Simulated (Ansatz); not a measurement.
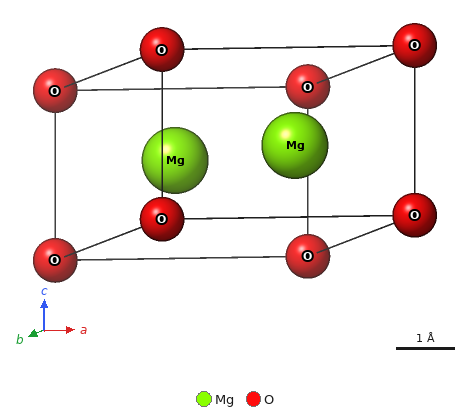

*The structure as given in the input (ball-and-stick view of the cell of the calculation, seen at an oblique angle).*

**Geometry relaxation, with input and output: Mg$_{2}$O**

System: Mg$_{2}$O (P6/mmm, 3 atoms in the cell).
Method: DFT PBE, scalar-relativistic, plane waves, PAW, no spin polarisation (Ansatz 0.2.0).

The structure was made by swapping elements on the sites of another compound; it need not be a known phase. It belongs to a series of runs on one base structure; here: TbCd2 type (P6/mmm, No. 191).

The input:
```yaml
crystal:
  lattice:
    - [4.4318574964, 0.0, 0.0]
    - [-2.2159287482, 3.8381011779, 0.0]
    - [0.0, 0.0, 3.0150630834]
  atoms:
    - { symbol: Mg, position: [0.3333333333, 0.6666666667, 0.5] }
    - { symbol: Mg, position: [0.6666666667, 0.3333333333, 0.5] }
    - { symbol: O, position: [0.0, 0.0, 0.0] }
basis:
  ecutwfc: 420
kpoints:
  mp_grid: { grid: [12, 12, 16] }
hamiltonian:
  xc: pbe
scf:
  occupations: { method: gaussian, width: 0.1 }
output:
  forces: true
  stress: true
  eigenvalues: true
relax:
  adjacent_minimum: "off"
  f_tol: 0.01
  max_steps: 80
  cell: { stress_tol: 0.05 }
```

Run as:
```bash
ansatz run input.yaml --threads 1 --pin off --max-ram 2560MiB --backend cpu --events-out ev --progress --plain --runs-dir out
```

Log:
```
Engine: ansatz 0.2.0, x86_64-unknown-linux-gnu
Pseudopotentials: kind: paw
Pseudopotential: Mg, paw, valence charge 10, recommended cutoff 420 eV (normal), Mg.paw.azcp
Pseudopotential: O, paw, valence charge 6, recommended cutoff 420 eV (normal), O.paw.azcp
Functional definition: PBE
  parameter kappa = 0.804
  parameter beta = 0.06672455060314922
  exchange = pbe_x(kappa = kappa, mu = beta*pi^2/3)
  correlation = pbe_c(beta = beta)
Crystal: 3 atoms, lattice volume = 51.286 Å³
Basis set: ecut = 420 eV, 989 PW (Γ), exchange–correlation on 60×60×48 points (8 copies of the dense FFT grid, shifted against one another)
Bands: 17, of which v1, the nominal top of the filled ones, is band 13 counted from 1 (12 counted from 0)
Symmetry: 24 space group operations
Space group: P6/mmm (ITA 191), of the structure as read, at distance tolerance 3.7e-5 Å
k-points: 171 of 2304
Non-local potential: Mg, projectors of the file, l = 0: 3, l = 1: 2, l = 2: 1
Non-local potential: O, projectors of the file, l = 0: 2, l = 1: 2, l = 2: 1
PAW form: soft (Blöchl's): semilocal exchange-correlation on the pseudo side does not see the compensation charge
PAW one-centre angular grid: Mg, 110 points (default); XC on 64 Gauss nodes
PAW one-centre angular grid: O, 110 points (default); XC on 64 Gauss nodes
Initial density: superposition of atomic densities (neutral atoms: chi_scale 0, normalization atom), corrected by the library's trained network
Initial wavefunctions: pseudopotential atomic-orbital guess
Functional: x = pbe(κ = 0.804, μ = 0.2195149727645171), c = pbe(β = 0.06672455060314922)
SCF iter   1: F=—  HF=-4411.581999 eV  |F-HF|=—  |Δ(HF+E_count)|=         —  Δρ=1.10e-2  dr2=2.20e-2  ethr=1.77e-3  ⟨swp⟩=5.1  Hψ=13676  notcnv=0
preconditioner: auto → none  [metal: Δε(μ)=0.011 eV  Ē_g=5.949 eV  σ=0.100 eV  W_gap=0.06  n_scr=8 (ndim 8)  ℏωp=14.7 eV  f_vac=0.000  D(μ)=1.89/eV (n_scr^D=8)  sad-step TF]
SCF iter   2: F=—  HF=-4411.576143 eV  |F-HF|=—  |Δ(HF+E_count)|=   5.86e-3  Δρ=5.95e-3  dr2=7.75e-3  ethr=8.46e-5  ⟨swp⟩=1.0  Hψ=4275  notcnv=0
SCF iter   3: F=—  HF=-4411.573745 eV  |F-HF|=—  |Δ(HF+E_count)|=   2.40e-3  Δρ=2.35e-3  dr2=3.23e-3  ethr=2.98e-5  ⟨swp⟩=2.0  Hψ=3710  notcnv=0
SCF iter   4: F=—  HF=-4411.573390 eV  |F-HF|=—  |Δ(HF+E_count)|=   3.55e-4  Δρ=1.12e-3  dr2=7.77e-4  ethr=1.24e-5  ⟨swp⟩=1.0  Hψ=2907  notcnv=0
SCF iter   5: F=—  HF=-4411.573288 eV  |F-HF|=—  |Δ(HF+E_count)|=   1.01e-4  Δρ=2.46e-4  dr2=4.59e-5  ethr=2.99e-6  ⟨swp⟩=1.8  Hψ=3160  notcnv=0
SCF iter   6: F=—  HF=-4411.573301 eV  |F-HF|=—  |Δ(HF+E_count)|=   1.32e-5  Δρ=8.04e-5  dr2=4.63e-6  ethr=1.77e-7  ⟨swp⟩=1.0  Hψ=2908  notcnv=0
SCF iter   7: F=—  HF=-4411.573301 eV  |F-HF|=—  |Δ(HF+E_count)|=   6.36e-7  Δρ=1.80e-5  dr2=2.37e-7  ethr=1.78e-8  ⟨swp⟩=1.5  Hψ=3024  notcnv=0
SCF iter   8: F=-4411.573301 eV  HF=-4411.573301 eV  |F-HF|=8.29e-9  |Δ(HF+E_count)|=   2.67e-8  Δρ=3.50e-6  dr2=9.20e-9  ethr=3.85e-10  ⟨swp⟩=4.1  Hψ=7486  notcnv=0
SCF 1 converged in 8 iterations: F = -4411.573301 eV  dr2 = 9.20e-9
  greatest PAW one-centre occupation: 1.000 electrons in one spin orbital (limit 2), on the Mg atom at site 1 (counted from 0), in its partial waves of l = 0
relax step   1: F+E_penalty+E_count = -4411.57330063 eV  Δ(F+E_penalty+E_count) = +0.000e0 eV  max|allowed force component| = 7.093e-17 eV/Å  Δτ_max = 0.0000 Å  P = +0.170 GPa  Ω = 51.286 Å³  (8 SCF iters, dr2 threshold 1.00e-7 eV, accepted)
Crystal: 3 atoms, lattice volume = 51.542 Å³
Initial density: handed on by an earlier stage of this run
Initial wavefunctions: those handed on with the density
iter 1 solved again at ethr=2.25e-6 eV; its pass at ethr=3.10e-3 eV (dr2=5.84e-4 eV) is discarded
SCF iter   1: F=—  HF=-4411.573141 eV  |F-HF|=—  |Δ(HF+E_count)|=         —  Δρ=9.01e-4  dr2=6.14e-4  ethr=2.25e-6  ⟨swp⟩=2.7  Hψ=16393  notcnv=0
preconditioner: auto → none  [metal: Δε(μ)=0.015 eV  Ē_g=5.923 eV  σ=0.100 eV  W_gap=0.08  n_scr=8 (ndim 8)  ℏωp=14.6 eV  f_vac=0.000  D(μ)=1.99/eV (n_scr^D=20)]
SCF iter   2: F=—  HF=-4411.573056 eV  |F-HF|=—  |Δ(HF+E_count)|=   8.54e-5  Δρ=2.70e-4  dr2=6.01e-5  ethr=2.25e-6  ⟨swp⟩=1.0  Hψ=2907  notcnv=0
SCF iter   3: F=—  HF=-4411.573065 eV  |F-HF|=—  |Δ(HF+E_count)|=   9.58e-6  Δρ=3.63e-5  dr2=2.88e-7  ethr=2.31e-7  ⟨swp⟩=1.5  Hψ=3004  notcnv=0
iter 4 did not close the SCF: its close was put off for the readings that it lacked (scf_convergence_deferred on its scf_iter line)
SCF iter   4: F=-4411.573065 eV  HF=-4411.573065 eV  |F-HF|=1.06e-8  |Δ(HF+E_count)|=   1.45e-7  Δρ=7.57e-6  dr2=1.90e-8  ethr=1.11e-9  ⟨swp⟩=2.1  Hψ=3571  notcnv=0
iter 5 did not close the SCF: its close was put off for the readings that it lacked (scf_convergence_deferred on its scf_iter line)
SCF iter   5: F=-4411.573065 eV  HF=-4411.573065 eV  |F-HF|=2.80e-10  |Δ(HF+E_count)|=  9.87e-10  Δρ=1.06e-6  dr2=4.09e-10  ethr=7.29e-11  ⟨swp⟩=2.8  Hψ=5128  notcnv=0
SCF iter   6: F=-4411.573065 eV  HF=-4411.573065 eV  |F-HF|=9.09e-13  |Δ(HF+E_count)|=  2.73e-12  Δρ=1.35e-7  dr2=4.47e-12  ethr=1.57e-12  ⟨swp⟩=1.0  Hψ=7193  notcnv=0
SCF 2 converged in 6 iterations: F = -4411.573065 eV  dr2 = 4.47e-12
relax step   2: F+E_penalty+E_count = -4411.57306535 eV  Δ(F+E_penalty+E_count) = +2.353e-4 eV  max|allowed force component| = 1.758e-16 eV/Å  Δτ_max = 0.0000 Å  P = -0.004 GPa  Ω = 51.542 Å³  energy of the carried Pulay correction = -4.342e-4 eV  (6 SCF iters, dr2 threshold 2.24e-7 eV, accepted)
Initial wavefunctions: pseudopotential atomic-orbital guess (no wavefunctions were taken with the density)
iter 1 solved again at ethr=1.12e-5 eV; its pass at ethr=3.10e-3 eV (dr2=2.91e-3 eV) is discarded
SCF iter   1: F=—  HF=-4411.573485 eV  |F-HF|=—  |Δ(HF+E_count)|=         —  Δρ=6.98e-5  dr2=2.33e-7  ethr=1.12e-5  ⟨swp⟩=2.1  Hψ=18602  notcnv=0
eigensolver tolerance schedule: the retry pair's looser diagonalisation over-reported the residual by 12521.17 of it (diagonalisation noise at an unbounded share of the residual, at the tolerance the schedule requests for it); recorded, not acted on — ethr = c·dr2/N_el stays at c = 1.0e-1
preconditioner: auto → none  [metal: Δε(μ)=0.015 eV  Ē_g=5.915 eV  σ=0.100 eV  W_gap=0.08  n_scr=8 (ndim 8)  ℏωp=14.6 eV  f_vac=0.000  D(μ)=1.97/eV (n_scr^D=8)]
SCF iter   2: F=—  HF=-4411.573514 eV  |F-HF|=—  |Δ(HF+E_count)|=   2.92e-5  Δρ=3.34e-5  dr2=3.44e-8  ethr=8.94e-10  ⟨swp⟩=3.0  Hψ=5912  notcnv=0
SCF iter   3: F=—  HF=-4411.573516 eV  |F-HF|=—  |Δ(HF+E_count)|=   2.57e-6  Δρ=1.34e-5  dr2=6.07e-9  ethr=1.32e-10  ⟨swp⟩=2.0  Hψ=3710  notcnv=0
iter 4 did not close the SCF: its close was put off for the readings that it lacked (scf_convergence_deferred on its scf_iter line)
SCF iter   4: F=-4411.573517 eV  HF=-4411.573517 eV  |F-HF|=2.18e-11  |Δ(HF+E_count)|=   4.92e-7  Δρ=2.02e-7  dr2=1.21e-11  ethr=2.34e-11  ⟨swp⟩=2.0  Hψ=3756  notcnv=0
iter 5 did not close the SCF: its close was put off for the readings that it lacked (scf_convergence_deferred on its scf_iter line)
SCF iter   5: F=-4411.573517 eV  HF=-4411.573517 eV  |F-HF|=9.09e-13  |Δ(HF+E_count)|=  2.46e-11  Δρ=4.75e-8  dr2=7.71e-13  ethr=1.00e-12  ⟨swp⟩=1.0  Hψ=2909  notcnv=0
iter 6 did not close the SCF: its close was put off for the readings that it lacked (scf_convergence_deferred on its scf_iter line)
SCF iter   6: F=-4411.573517 eV  HF=-4411.573517 eV  |F-HF|=9.09e-13  |Δ(HF+E_count)|=  9.09e-13  Δρ=2.00e-8  dr2=1.56e-13  ethr=1.00e-12  ⟨swp⟩=1.0  Hψ=2907  notcnv=0
iter 7 did not close the SCF: its close was put off for the readings that it lacked (scf_convergence_deferred on its scf_iter line)
SCF iter   7: F=-4411.573517 eV  HF=-4411.573517 eV  |F-HF|=0.00e0  |Δ(HF+E_count)|=    0.00e0  Δρ=5.08e-9  dr2=9.83e-15  ethr=1.00e-12  ⟨swp⟩=1.0  Hψ=2907  notcnv=0
SCF iter   8: F=-4411.573517 eV  HF=-4411.573517 eV  |F-HF|=0.00e0  |Δ(HF+E_count)|=  1.82e-12  Δρ=1.71e-9  dr2=1.23e-15  ethr=1.00e-12  ⟨swp⟩=3.0  Hψ=9557  notcnv=0
SCF 3 converged in 8 iterations: F = -4411.573517 eV  dr2 = 1.23e-15
relax step   3: F+E_penalty+E_count = -4411.57351699 eV  Δ(F+E_penalty+E_count) = -4.516e-4 eV  max|allowed force component| = 1.264e-16 eV/Å  Δτ_max = 0.0000 Å  P = +0.010 GPa  Ω = 51.542 Å³  stress off target by 1.55e-2 GPa  SCF on the basis re-selected at this cell (its energy is not comparable with the rows above)  (8 SCF iters)
```

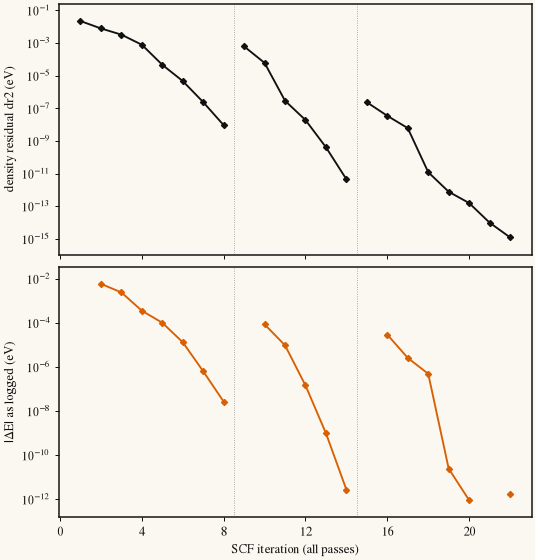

*Convergence of the self-consistent field: density residual dr2 and size of the energy change against the SCF iteration. The dotted lines part the SCF passes of the relaxation: geometry steps, rejected trials and re-solves on a re-selected basis.*

The passes take 8, 6 and 8 iterations.

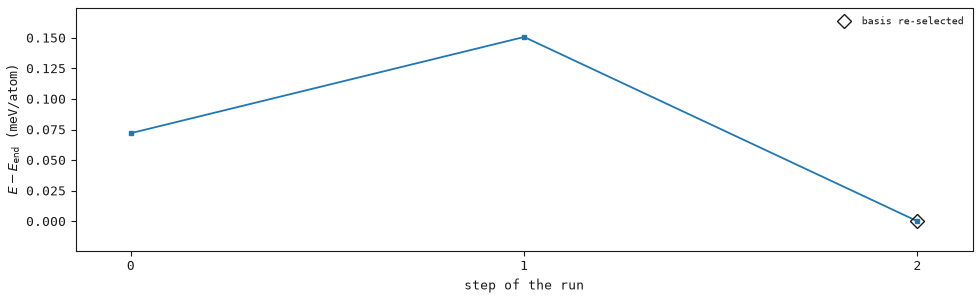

*Progress of the relaxation, step by step (the first geometry is step 0 here and step 1 in the log).*

The atoms keep their places relative to the cell (all moves are under 0.005 Å). The volume changes by +0.5 %, with a = b 4.432 → 4.434 Å (0.0 %), c 3.015 → 3.028 Å (+0.4 %). The space group stays P6/mmm (No. 191). After 1 geometry step the energy has risen by 0.1 meV per atom. All forces vanish by symmetry, so only the cell relaxes. Pressure: 0.17 GPa at the start and 0.01 GPa at the end. A last SCF at the same geometry on a re-selected plane-wave basis shifts the energy by −0.2 meV per atom. (Atoms are counted from 1 in the order of the input.)

```
basis re-selected at this cell: Δ(F+E_penalty+E_count) = -4.516e-4 eV, ΔP = +0.015 GPa vs the last step (what re-selecting the basis moved, of the pressure what is left beyond the Pulay correction that the steps carried, after the strain that the cell walked since its last selection, with what the two solves' SCF thresholds leave and, on support functions, any second-order correction that the steps lacked; it is no measure of the basis error at this ecutwfc). This SCF's stress stands 1.55e-2 GPa from its target on what of the cell is left free (relax.cell.stress_tol is 5.00e-2 GPa) and its largest allowed force component is 1.26e-16 eV/Å (relax.f_tol is 1.00e-2 eV/Å): within both
SCF converged after 8 iterations
Free energy (F): -4411.573517 eV
Harris-Foulkes:  -4411.573517 eV  (|F-HF|=0.00e0)
Internal energy: -4411.563662 eV  (E = F + TS)
E sigma→0 (E₀):  -4411.568589 eV
Entropy (-TS):   -0.009855 eV (-3.285 meV/atom)
Fermi energy:    5.923420 eV
--- Per-component energies (eV) ---
  E_band       = -731.066745
  E_kinetic    = 318.979337
  E_local      = -3481.076548  (includes V_loc(G=0)·N_el)
  E_nonlocal   = 241.036112
  E_hartree    = 1223.708290
  E_xc         = -129.404440
  E_vxc        = -165.787240  (∫ρ·V_xc dr)
  E_paw        = -742.148434  (= ΣΔE_a)
  E_vpaw       = -91.637241  (= ΣTr[D̂ρ^β])
  E_aug_tail   = 0.002256  (compensation charges beyond the density's cutoff)
  E_ewald      = -1842.660235
  E_smearing   = -0.009855  (= −TS)
  E_closure    = -0.000000  (closes the sum)
  Σ components = -4411.573517   (vs F -4411.573517, Δ=0.00e0)
--- Forces (eV/Å), atoms counted from 1 ---
  atom   1  Mg     0.00000000    -0.00000000    -0.00000000
  atom   2  Mg     0.00000000     0.00000000     0.00000000
  atom   3  O     -0.00000000     0.00000000     0.00000000
  max |Σ_I F_I| component: 5.55e-17 eV/Å
--- Stress (GPa, compression-positive) ---
        0.015481       0.000000       0.000000
        0.000000       0.015481      -0.000000
        0.000000      -0.000000       0.000275
  P = ⅓ Tr σ = 0.0104 GPa (0.104 kbar)
--- Band table (eV; the first three rows and the last of 171) ---
  k-point 0: bands = ["-70.8849", "-70.8576", "-37.6971", "-37.6971", "-37.5989", "-37.5902", "-37.5902", "-37.5753", "-10.9489", "0.7385", "3.0743", "3.0743", "4.9315", "7.6397", "7.6397", "9.6692", "13.2550"]
  k-point 1: bands = ["-70.8848", "-70.8576", "-37.6970", "-37.6970", "-37.6001", "-37.5901", "-37.5901", "-37.5764", "-10.9359", "0.7752", "3.0966", "3.0966", "4.8630", "7.6947", "7.6947", "9.7272", "12.8617"]
  k-point 2: bands = ["-70.8846", "-70.8573", "-37.6967", "-37.6967", "-37.6034", "-37.5899", "-37.5899", "-37.5793", "-10.8986", "0.8797", "3.1616", "3.1616", "4.6836", "7.8597", "7.8597", "9.8985", "11.8418"]
  k-point 170: bands = ["-70.8693", "-70.8693", "-37.7064", "-37.6413", "-37.6413", "-37.6157", "-37.6157", "-37.5759", "-10.5475", "2.5425", "2.8748", "2.8748", "6.1289", "6.1289", "8.1703", "8.1703", "10.1063"]
--- Relaxed structure (2 steps of the walk, 2 accepted, 1 SCFs on fresh bases) ---
  F+E_penalty+E_count = -4411.57351699 eV   max|allowed force component| = 1.264e-16 eV/Å   (the final SCF, on the basis selected at the relaxed cell)
  cell:  # Å, volume = 51.5421 Å³
    - [4.433668749588102, 0.0, 0.0]
    - [-2.216834374794051, 3.8396697691084825, 0.0]
    - [0.0, 0.0, 3.0276472721498306]
  atoms:
    - { symbol: Mg, position: [0.3333333333333333, 0.6666666666666666, 0.5] }
    - { symbol: Mg, position: [0.6666666666666666, 0.3333333333333333, 0.5] }
    - { symbol: O, position: [-4.5970820233719333e-35, -1.9514148310356436e-35, 0.0] }
```

Trajectory as extended XYZ (Å, eV, eV/Å), 3 frames, from step=1 to step=3:
```
3
Lattice="4.4319 0.0000 0.0000 -2.2159 3.8381 0.0000 0.0000 0.0000 3.0151" Properties=species:S:1:pos:R:3:forces:R:3 step=1 energy=-4411.57330 pressure_GPa=0.17
Mg    0.0000    2.5587    1.5075    0.0000   0.0000   0.0000
Mg    2.2159    1.2794    1.5075    0.0000   0.0000   0.0000
O     0.0000    0.0000    0.0000    0.0000   0.0000   0.0000
3
Lattice="4.4337 0.0000 0.0000 -2.2168 3.8397 0.0000 0.0000 0.0000 3.0276" Properties=species:S:1:pos:R:3:forces:R:3 step=2 energy=-4411.57306 pressure_GPa=-0.00
Mg    0.0000    2.5598    1.5138    0.0000   0.0000   0.0000
Mg    2.2168    1.2799    1.5138    0.0000   0.0000   0.0000
O     0.0000    0.0000    0.0000    0.0000   0.0000   0.0000
3
Lattice="4.4337 0.0000 0.0000 -2.2168 3.8397 0.0000 0.0000 0.0000 3.0276" Properties=species:S:1:pos:R:3:forces:R:3 step=3 energy=-4411.57352 pressure_GPa=0.01
Mg    0.0000    2.5598    1.5138    0.0000   0.0000   0.0000
Mg    2.2168    1.2799    1.5138    0.0000   0.0000   0.0000
O     0.0000    0.0000    0.0000    0.0000   0.0000   0.0000
```

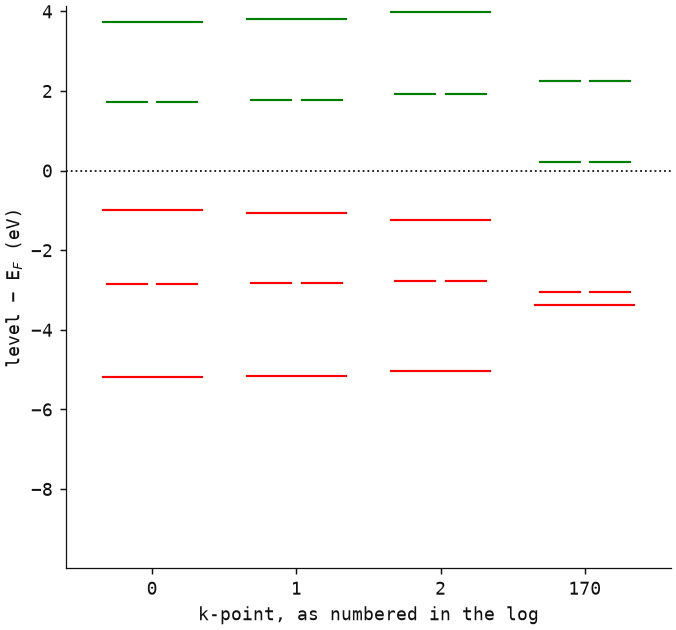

*Kohn–Sham levels near the Fermi level (dotted) at the few k-points that the log prints; levels within 0.02 eV of each other stand side by side.*

The system is metallic on the full mesh.

Key numbers:

- outcome: converged
- space group (tolerance 0.01 Å): P6/mmm (191)
- electrons treated: 26
- free energy: −4411.5735 eV
- Fermi energy: 5.923 eV
- gap on the k-point mesh: none (metallic)
- pressure: 0.01 GPa
- final volume: 51.54 Å³
- largest force (length of the vector) at the end: under 0.001 eV/Å
- final cell: a = 4.434 Å, b = 4.434 Å, c = 3.028 Å, α = 90.00°, β = 90.00°, γ = 120.00°
- hardware: 1 thread of Intel Xeon @ 2.90GHz (Ice Lake), 192 GiB of memory available, shared host
- wall time: 19 s
- peak memory: 0.48 GiB
